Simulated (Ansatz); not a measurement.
## Energy of AgCl along an even scaling of the cell

System: AgCl (Pm-3m, 2 atoms in the cell).
Method: Kohn-Sham DFT of a periodic cell, PBE, Ansatz PAW, no spin polarisation (Ansatz 0.2.0).

The 5 runs differ only in the geometry, by an even scaling of the cell at fixed fractional positions. The structure derives from a Materials Project entry.

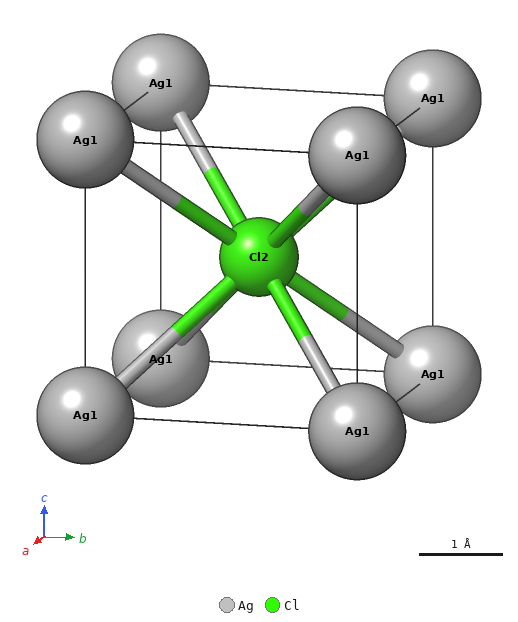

Figure 1. The structure of run 3 (ball-and-stick view of the cell of the calculation, seen slightly off an axis; atoms are numbered from 1 in the order of the input).

## Input of run 3
```yaml
crystal:
  lattice:
    - [3.433973, 0.0, 0.0]
    - [0.0, 3.433973, 0.0]
    - [0.0, 0.0, 3.433973]
  atoms:
    - { symbol: Ag, position: [0.0, 0.0, 0.0] }
    - { symbol: Cl, position: [0.5, 0.5, 0.5] }
hamiltonian:
  xc: pbe
  pseudopotentials: { kind: paw }
kpoints:
  mp_grid: { grid: [8, 8, 8] }
scf:
  occupations: { method: fermi_dirac, width: 0.05 }
output:
  forces: true
  stress: true
  eigenvalues: true
```

Command:
```bash
ansatz run input.yaml --threads 2 --pin off --max-ram 5120MiB --backend cpu --events-out ev --progress --plain --runs-dir out
```

Lattice vectors (Å) and fractional positions of run 3:
```
   3.433973    0.000000    0.000000
   0.000000    3.433973    0.000000
   0.000000    0.000000    3.433973
Ag  0.000000  0.000000  0.000000
Cl  0.500000  0.500000  0.500000
```

Run 2 differs from it as follows:
```diff
-    - [3.433973, 0.0, 0.0]
-    - [0.0, 3.433973, 0.0]
-    - [0.0, 0.0, 3.433973]
+    - [3.4109255069, 0.0, 0.0]
+    - [0.0, 3.4109255069, 0.0]
+    - [0.0, 0.0, 3.4109255069]
```

## Results, with one run withheld

| run | volume per atom (Å³) | free energy per atom, from the lowest run given (meV) | pressure (GPa) | gap on the mesh (eV) |
| --- | --- | --- | --- | --- |
| 1 | 19.437 | 4.53 | 2.00 | 0.59 |
| 2 | 19.842 | ? | ? | ? |
| 3 | 20.247 | 0.00 | −0.12 | 0.57 |
| 4 | 20.652 | 1.44 | −1.00 | 0.57 |
| 5 | 21.462 | 10.30 | −2.44 | 0.57 |

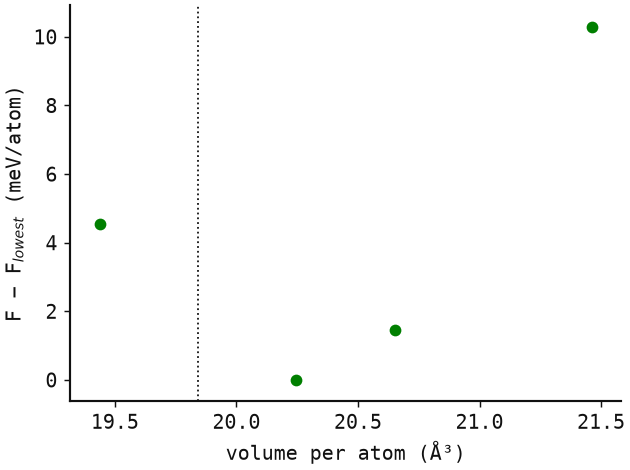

Figure 2. Free energy per atom of the runs given; the dotted line marks run 2.

Fit the runs given and predict run 2.

A quadratic polynomial in V^(−2/3) (the Birch–Murnaghan form), fitted to the 4 runs given, misses them by at most 0.03 meV per atom. With x = V^(−2/3) − 0.13382 Å⁻², it reads F = 0.37034 − 717.13 x + 3.6334e+05 x² (meV per atom). At run 2 it gives 0.99 meV per atom, and the run itself gives 0.92. The slope of the fit gives a pressure −dF/dV of 0.87 GPa there, and the run prints 0.87 GPa. The fit has its minimum at 20.204 Å³ per atom, where V d²F/dV² gives 46.5 GPa: the bulk modulus at this level, since symmetry fixes the shape and the positions.

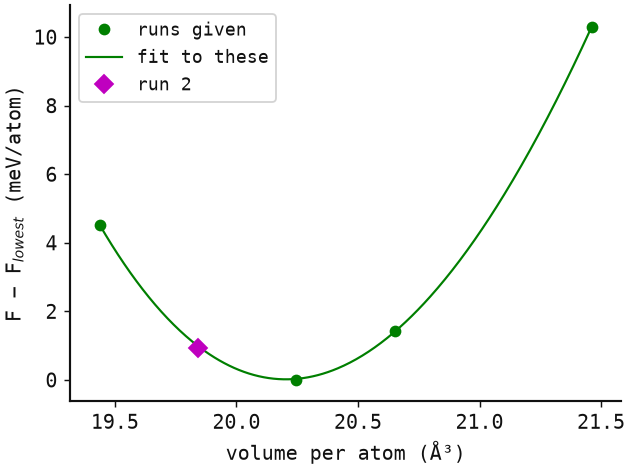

Figure 3. The fit and the withheld run.

## Output, shortened to warnings, some set-up lines, iterations and results (run 2)
```
Basis set: ecut = 420 eV, 751 PW (Γ), exchange–correlation on 48×48×48 points (8 copies of the dense FFT grid, shifted against one another)
Symmetry: 48 space group operations
k-points: 35 of 512
Initial density: superposition of atomic densities (neutral atoms: chi_scale 0, normalization atom), corrected by the library's trained network
[...]
SCF iter   1: F=—  HF=-8670.617843 eV  |F-HF|=—  |Δ(HF+E_count)|=         —  Δρ=1.63e-3  dr2=5.22e-4  ethr=1.77e-3  ⟨swp⟩=5.6  Hψ=2782  notcnv=0
SCF iter   2: F=—  HF=-8670.618204 eV  |F-HF|=—  |Δ(HF+E_count)|=   3.62e-4  Δρ=9.32e-4  dr2=1.46e-4  ethr=2.01e-6  ⟨swp⟩=2.2  Hψ=1327  notcnv=0
SCF iter   3: F=—  HF=-8670.618173 eV  |F-HF|=—  |Δ(HF+E_count)|=   3.12e-5  Δρ=4.43e-4  dr2=1.71e-5  ethr=5.63e-7  ⟨swp⟩=2.4  Hψ=967  notcnv=0
SCF iter   4: F=—  HF=-8670.618191 eV  |F-HF|=—  |Δ(HF+E_count)|=   1.77e-5  Δρ=1.07e-4  dr2=1.72e-6  ethr=6.56e-8  ⟨swp⟩=2.3  Hψ=858  notcnv=0
SCF iter   5: F=-8670.618191 eV  HF=-8670.618191 eV  |F-HF|=2.62e-9  |Δ(HF+E_count)|=   2.01e-8  Δρ=2.08e-5  dr2=8.63e-8  ethr=6.61e-9  ⟨swp⟩=2.6  Hψ=872  notcnv=0
SCF iter   6: F=-8670.618191 eV  HF=-8670.618191 eV  |F-HF|=2.64e-9  |Δ(HF+E_count)|=   3.70e-8  Δρ=3.92e-6  dr2=5.98e-9  ethr=3.32e-10  ⟨swp⟩=2.0  Hψ=2061  notcnv=0
SCF 1 converged in 6 iterations: F = -8670.618191 eV  dr2 = 5.98e-9
SCF converged after 6 iterations
Free energy (F): -8670.618191 eV
Harris-Foulkes:  -8670.618191 eV  (|F-HF|=2.64e-9)
Internal energy: -8670.618158 eV  (E = F + TS)
E sigma→0 (E₀):  -8670.618175 eV
Entropy (-TS):   -0.000032 eV (-0.016 meV/atom)
Fermi energy:    9.104470 eV
--- Per-component energies (eV) ---
  E_band       = -334.583092
  E_kinetic    = 688.766546
  E_local      = -3055.083867  (includes V_loc(G=0)·N_el)
  E_nonlocal   = 112.752406
  E_hartree    = 1343.263123
  E_xc         = -289.889998
  E_vxc        = -354.048480  (∫ρ·V_xc dr)
  E_paw        = -4564.668235  (= ΣΔE_a)
  E_vpaw       = -413.499929  (= ΣTr[D̂ρ^β])
  E_aug_tail   = 0.000403  (compensation charges beyond the density's cutoff)
  E_ewald      = -2905.758537
  E_smearing   = -0.000032  (= −TS)
  E_closure    = 0.000000  (closes the sum)
  Σ components = -8670.618191   (vs F -8670.618191, Δ=0.00e0)
--- Forces (eV/Å), atoms counted from 1 ---
  atom   1  Ag    -0.00000000    -0.00000000     0.00000000
  atom   2  Cl    -0.00000000    -0.00000000     0.00000000
  max |Σ_I F_I| component: 1.31e-30 eV/Å
--- Stress (GPa, compression-positive) ---
        0.871328       0.000000       0.000000
        0.000000       0.871328       0.000000
       -0.000000       0.000000       0.871328
  P = ⅓ Tr σ = 0.8713 GPa (8.713 kbar)
```
